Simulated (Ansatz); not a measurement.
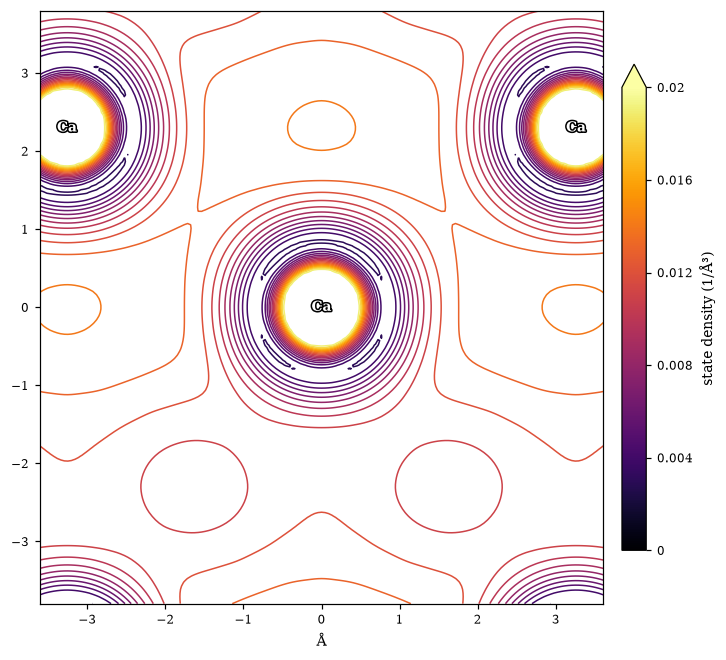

Figure. Ca. Density of the Kohn–Sham states from −2.7 to −1.3 eV about the Fermi level (the middle third of the occupied valence band), scaled to one electron a cell: a map on the (110) plane of the conventional cell.

Space group P6_3/mmc. This isn't the usual form at ambient conditions.

The calculation used DFT PBE, scalar-relativistic, plane waves, PAW in Ansatz.

Core electrons are frozen (PAW), so the fields are smoothed inside the atomic spheres.

### Which atoms and orbitals make up these states?

Projected on a minimal set of atomic orbitals (Löwdin), they are Ca 4s (over 95 %).
